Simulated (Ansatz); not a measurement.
**Run report: WSe₂, single-point calculation**

WSe₂ (R3m, 6 atoms in the cell), computed with DFT PBEsol, scalar-relativistic, plane waves, PAW, no spin polarisation (Ansatz 0.2.0).

The structure derives from an entry of the Crystallography Open Database. It belongs to a series of runs on one base structure; here: the crystal above the cut slid by 0.3333 of the vector 1 a1 + 1 a2 (5.666 Å). Figures and captions count atoms from 1; the log counts them from 0 in places.

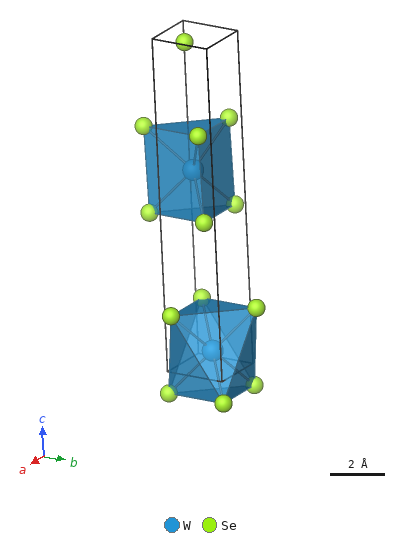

*The input geometry (polyhedral view of the cell of the calculation, seen slightly off an axis; polyhedra are completed across the faces of the cell). An atom can appear more than once, as a periodic image.*

## Input
```yaml
crystal:
  lattice:
    - [-3.2711504052, 0.0, 0.0]
    - [-1.6355752026, -2.8328993505, 0.0]
    - [-1.6354116451, -0.9442053535, 13.2206689562]
  atoms:
    - { symbol: W, position: [0.1455854433, 0.1455854433, 0.5633] }
    - { symbol: W, position: [0.6455687767, 0.6455687767, 0.0633] }
    - { symbol: Se, position: [0.0211358292, 0.0211358292, 0.9366861811] }
    - { symbol: Se, position: [0.5211191625, 0.5211191625, 0.4366861811] }
    - { symbol: Se, position: [0.2700350575, 0.2700350575, 0.1899138189] }
    - { symbol: Se, position: [0.4367183908, 0.4367183908, 0.6899138189] }
basis:
  ecutwfc: 420
kpoints:
  mp_grid: { grid: [9, 9, 2] }
hamiltonian:
  xc: pbesol
scf:
  occupations: { method: gaussian, width: 0.05 }
output:
  forces: true
  stress: true
  eigenvalues: true
  write_density: true
  write_potential: true
  elf: true
  volumetric_format: npy
```

Hardware: 2 threads of AMD EPYC (Zen 3), 64 GiB of memory available, shared host.

Launch command:
```bash
ansatz run input.yaml --threads 2 --pin off --max-ram 5120MiB --backend cpu --events-out ev --progress --plain --runs-dir out
```

## What the program printed
```
Engine: ansatz 0.2.0, x86_64-unknown-linux-gnu
Pseudopotentials: kind: paw
Pseudopotential: W, paw, valence charge 14, recommended cutoff 420 eV (normal), W.paw.azcp
Pseudopotential: Se, paw, valence charge 16, recommended cutoff 420 eV (normal), Se.paw.azcp
Functional definition: PBEsol
  exchange = pbesol_x
  correlation = pbesol_c
Crystal: 6 atoms, lattice volume = 122.514 Å³
Basis set: ecut = 420 eV, 2433 PW (Γ), exchange–correlation on 48×48×180 points (8 copies of the dense FFT grid, shifted against one another)
Bands: 56, of which v1, the nominal top of the filled ones, is band 46 counted from 1 (45 counted from 0)
Symmetry: 2 space group operations
Space group: Cm (ITA 8), of the structure as read, at distance tolerance 5.0e-5 Å
k-points: 50 of 162 (time reversal used)
Non-local potential: W, projectors of the file, l = 0: 3, l = 1: 2, l = 2: 2, l = 3: 1
Non-local potential: Se, projectors of the file, l = 0: 2, l = 1: 2, l = 2: 3, l = 3: 1
PAW form: soft (Blöchl's): semilocal exchange-correlation on the pseudo side does not see the compensation charge
PAW frozen core: W, regenerated for the run's functional, and the local potential with it (the file was generated under x = pbe(κ = 0.804, μ = 0.2195149727645171), c = pbe(β = 0.06672455060314922))
PAW frozen core: Se, regenerated for the run's functional, and the local potential with it (the file was generated under x = pbe(κ = 0.804, μ = 0.2195149727645171), c = pbe(β = 0.06672455060314922))
PAW one-centre angular grid: W, 590 points (default); XC on 64 Gauss nodes
PAW one-centre angular grid: Se, 590 points (default); XC on 64 Gauss nodes
Initial density: superposition of atomic densities (neutral atoms: chi_scale 0, normalization atom), corrected by the library's trained network
Initial wavefunctions: pseudopotential atomic-orbital guess
Functional: x = pbesol(κ = 0.804, μ = 0.12345679012345678), c = pbesol(β = 0.046)
SCF iter   1: F=—  HF=-42212.759380 eV  |F-HF|=—  |Δ(HF+E_count)|=         —  Δρ=4.68e-3  dr2=2.48e-2  ethr=1.77e-3  ⟨swp⟩=6.2  Hψ=9926  notcnv=0  defer=11
preconditioner: auto → LDOS  [metal: Δε(μ)=0.051 eV  Ē_g=8.994 eV  σ=0.050 eV  W_gap=0.50  n_scr=46 (ndim 8)  ℏωp=20.1 eV  f_vac=0.061  D(μ)=1.08/eV (n_scr^D=4)  β→1.0]
SCF iter   2: F=—  HF=-42212.774277 eV  |F-HF|=—  |Δ(HF+E_count)|=   1.49e-2  Δρ=4.51e-3  dr2=8.83e-2  ethr=2.69e-5  ⟨swp⟩=2.0  Hψ=5816  notcnv=0  defer=134
SCF iter   3: F=—  HF=-42212.767169 eV  |F-HF|=—  |Δ(HF+E_count)|=   7.11e-3  Δρ=3.40e-3  dr2=5.12e-2  ethr=2.69e-5  ⟨swp⟩=2.3  Hψ=4494  notcnv=0  defer=134
SCF iter   4: F=—  HF=-42212.760519 eV  |F-HF|=—  |Δ(HF+E_count)|=   6.65e-3  Δρ=1.11e-3  dr2=5.32e-3  ethr=2.69e-5  ⟨swp⟩=2.0  Hψ=3569  notcnv=0  defer=135
SCF iter   5: F=—  HF=-42212.759751 eV  |F-HF|=—  |Δ(HF+E_count)|=   7.68e-4  Δρ=2.23e-4  dr2=2.40e-4  ethr=5.79e-6  ⟨swp⟩=1.9  Hψ=3037  notcnv=0  defer=135
SCF iter   6: F=—  HF=-42212.759727 eV  |F-HF|=—  |Δ(HF+E_count)|=   2.36e-5  Δρ=7.76e-5  dr2=5.94e-5  ethr=2.61e-7  ⟨swp⟩=2.0  Hψ=3332  notcnv=0  defer=135
SCF iter   7: F=—  HF=-42212.759726 eV  |F-HF|=—  |Δ(HF+E_count)|=   1.04e-6  Δρ=1.86e-5  dr2=5.12e-7  ethr=6.46e-8  ⟨swp⟩=2.0  Hψ=2966  notcnv=0  defer=135
SCF iter   8: F=-42212.759727 eV  HF=-42212.759727 eV  |F-HF|=1.45e-8  |Δ(HF+E_count)|=   3.42e-7  Δρ=5.33e-6  dr2=4.18e-8  ethr=1.09e-10  ⟨swp⟩=14.2  Hψ=21457  notcnv=0
SCF 1 converged in 8 iterations: F = -42212.759727 eV  dr2 = 4.18e-8
  greatest PAW one-centre occupation: 1.000 electrons in one spin orbital (limit 2), on the Se atom at site 4 (counted from 0), in its partial waves of l = 2
SCF converged after 8 iterations
Free energy (F): -42212.759727 eV
Harris-Foulkes:  -42212.759727 eV  (|F-HF|=1.45e-8)
Internal energy: -42212.758330 eV  (E = F + TS)
E sigma→0 (E₀):  -42212.759028 eV
Entropy (-TS):   -0.001397 eV (-0.233 meV/atom)
Fermi energy:    13.100462 eV
--- Per-component energies (eV) ---
  E_band       = -1710.491662
  E_kinetic    = 1380.514217
  E_local      = -11741.294637  (includes V_loc(G=0)·N_el)
  E_nonlocal   = -2361.323936
  E_hartree    = 5635.120267
  E_xc         = -946.104926
  E_vxc        = -872.757922  (∫ρ·V_xc dr)
  E_paw        = -24345.074590  (= ΣΔE_a)
  E_vpaw       = 614.129754  (= ΣTr[D̂ρ^β])
  E_aug_tail   = -0.002575  (compensation charges beyond the density's cutoff)
  E_ewald      = -9839.069536
  E_core_change = 4.477386  (= ΣΔE_core)
  E_smearing   = -0.001397  (= −TS)
  E_closure    = -0.000000  (closes the sum)
  Σ components = -42212.759727   (vs F -42212.759727, Δ=0.00e0)
--- Forces (eV/Å), atoms counted from 1 ---
  atom   1  W     -0.00009961    -0.00005751     0.00530235
  atom   2  W     -0.00069759    -0.00040275    -0.01623477
  atom   3  Se     0.00440355     0.00254239    -0.45141283
  atom   4  Se     0.00008067     0.00004658    -0.02954978
  atom   5  Se    -0.00362699    -0.00209404     0.47346041
  atom   6  Se    -0.00006097    -0.00003520     0.01838635
  max |Σ_I F_I| component: 4.83e-5 eV/Å
--- Stress (GPa, compression-positive) ---
        0.242991       0.004513      -0.016575
        0.004513       0.237780      -0.009569
       -0.016575      -0.009570       1.843395
  P = ⅓ Tr σ = 0.7747 GPa (7.747 kbar)
--- Band table (eV; the first three rows and the last of 50) ---
  k-point 0: bands = ["-61.5397", "-61.4828", "-35.2775", "-35.2775", "-35.2756", "-35.2756", "-35.2442", "-35.2440", "-35.2430", "-35.2429", "-35.2285", "-35.2276", "-35.1673", "-35.1673", "-35.1645", "-35.1645", "-35.1397", "-35.1397", "-35.1358", "-35.1358", "-35.1281", "-35.1235", "-25.7857", "-25.7657", "-25.7410", "-25.7408", "-25.6290", "-25.6287", "-2.6449", "-2.4419", "-1.4743", "-1.1220", "5.5505", "6.4948", "8.9708", "9.5496", "9.5501", "10.0544", "10.0545", "11.2146", "11.2147", "11.2582", "11.5003", "12.3949", "12.3949", "12.6047", "13.3320", "13.3325", "15.4341", "15.4341", "15.6189", "15.6189", "16.7718", "16.7721", "17.3417", "18.7413"]
  k-point 1: bands = ["-61.5397", "-61.4828", "-35.2776", "-35.2775", "-35.2756", "-35.2756", "-35.2442", "-35.2440", "-35.2430", "-35.2429", "-35.2285", "-35.2276", "-35.1673", "-35.1673", "-35.1645", "-35.1645", "-35.1397", "-35.1397", "-35.1358", "-35.1358", "-35.1281", "-35.1235", "-25.7858", "-25.7657", "-25.7410", "-25.7408", "-25.6290", "-25.6287", "-2.5755", "-2.5347", "-1.3451", "-1.2310", "5.9303", "5.9705", "9.5496", "9.5501", "9.7950", "10.0089", "10.0546", "10.0546", "11.2142", "11.2143", "12.3231", "12.3499", "12.3948", "12.3949", "13.3333", "13.3338", "15.4362", "15.4362", "15.6115", "15.6116", "16.7771", "16.7773", "17.5207", "18.5854"]
  k-point 2: bands = ["-61.5383", "-61.4815", "-35.2775", "-35.2769", "-35.2757", "-35.2750", "-35.2444", "-35.2442", "-35.2432", "-35.2429", "-35.2282", "-35.2273", "-35.1672", "-35.1667", "-35.1646", "-35.1640", "-35.1399", "-35.1398", "-35.1360", "-35.1358", "-35.1278", "-35.1232", "-25.7796", "-25.7710", "-25.7594", "-25.7478", "-25.6588", "-25.6357", "-2.4482", "-2.2491", "-1.3777", "-1.0384", "5.8061", "6.7372", "8.4653", "9.5065", "9.5285", "9.6517", "10.2389", "10.6962", "10.9055", "11.1792", "11.6126", "11.6300", "11.8352", "12.3663", "13.4988", "13.8187", "15.0420", "15.1178", "15.3802", "15.7410", "16.0291", "16.6535", "18.2684", "19.4668"]
  k-point 49: bands = ["-61.5279", "-61.4712", "-35.2773", "-35.2751", "-35.2730", "-35.2712", "-35.2462", "-35.2452", "-35.2442", "-35.2436", "-35.2261", "-35.2252", "-35.1670", "-35.1641", "-35.1627", "-35.1601", "-35.1415", "-35.1405", "-35.1376", "-35.1365", "-35.1258", "-35.1210", "-25.9831", "-25.8700", "-25.8189", "-25.7313", "-25.7103", "-25.7060", "-0.6179", "-0.3806", "-0.1871", "-0.0799", "5.7463", "6.1046", "7.0661", "7.3570", "8.1138", "8.2772", "9.0088", "9.2038", "9.8841", "9.9535", "10.2719", "10.3483", "11.8280", "12.1017", "14.4980", "14.8395", "14.9615", "15.3815", "16.0417", "16.1642", "16.3838", "16.8257", "17.3029", "18.2580"]
```

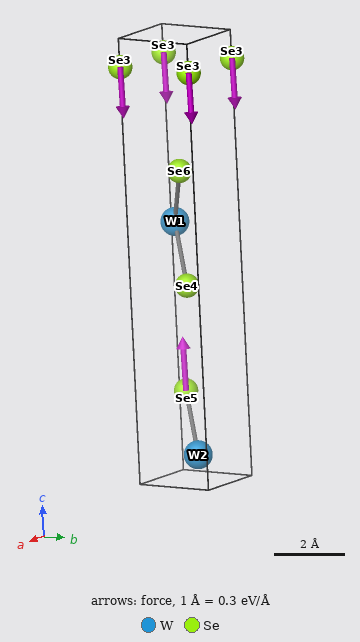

*Forces on the atoms as pink arrows (ball-and-stick view of the cell of the calculation, seen slightly off an axis; atoms are numbered from 1 in the order of the input); the smallest are left out.*

The largest act on Se5 (0.47 eV/Å); Se3 (0.45 eV/Å). The geometry is not a stationary point of this energy.

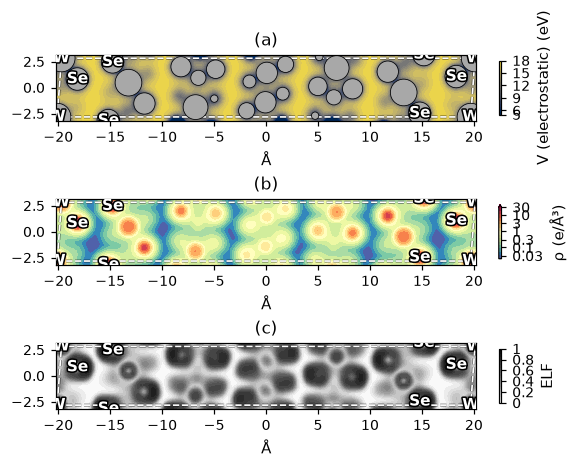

*(a) electrostatic potential (local pseudopotential plus Hartree) felt by an electron; (b) valence electron density; (c) electron localisation function on the (111) plane of the conventional cell. Grey discs, where drawn, cover atomic cores.*

Atoms in the plane: W and Se. W–Se (2.52 Å): ρ at the midpoint is about 0.56 e/Å³; the ELF is about 0.55 at the midpoint. Away from the nuclei the density in this plane falls to 0.01 e/Å³ at its lowest. The strong features right at W lie inside the PAW spheres (semicore, d or f shells) and say nothing about bonding. Outside the cores the potential energy rises away from the atoms and is highest about 2.4 Å from the nearest atoms; outside the discs it spans about 11 eV, and its zero is arbitrary. In a PAW calculation such maps are meaningful between the atoms, not at the nuclei.

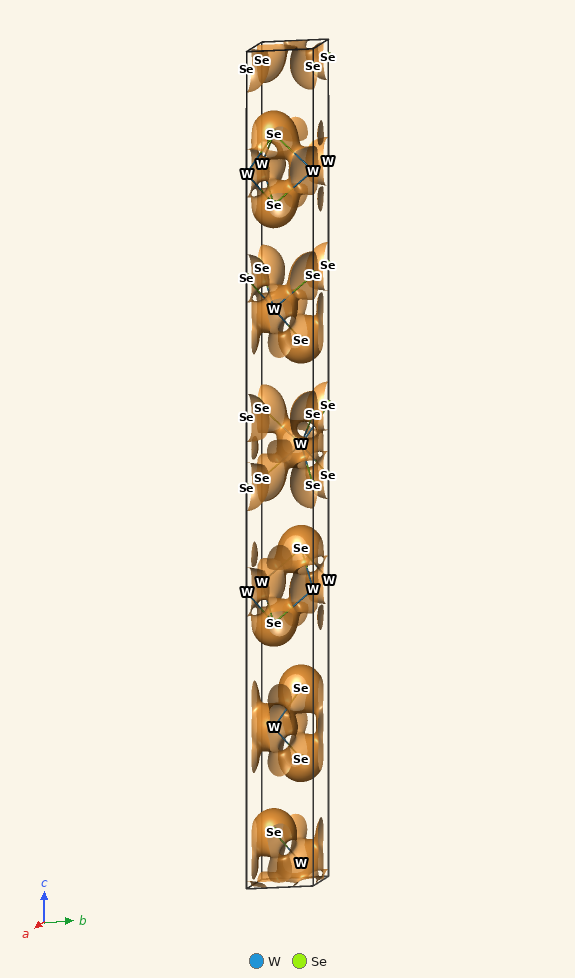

*Isosurface of the valence charge density (pseudo) at 0.4 e/Å³ (orange), seen slightly off an axis. Sticks mark near contacts. The outline is the cell set on symmetry axes.*

At this value the density is joined into sheets; it holds about 85 % of the electrons treated as valence (semicore included). On the grid the lowest density along these lines, outside the cores, is 0.53 e/Å³ (W–Se, 2.52 Å).

## Summary

- outcome: converged
- space group (tolerance 0.01 Å): R3m (160)
- electrons treated: 92
- free energy: −42212.7597 eV
- Fermi energy: 13.100 eV
- gap on the k-point mesh: none (metallic)
- pressure: 0.77 GPa
- largest force (length of the vector): 0.473 eV/Å
- wall time: 22 s (CPU time 42 s)
- peak memory: 0.6 GiB

## Notes

Spin–orbit coupling is left out, which matters for W.
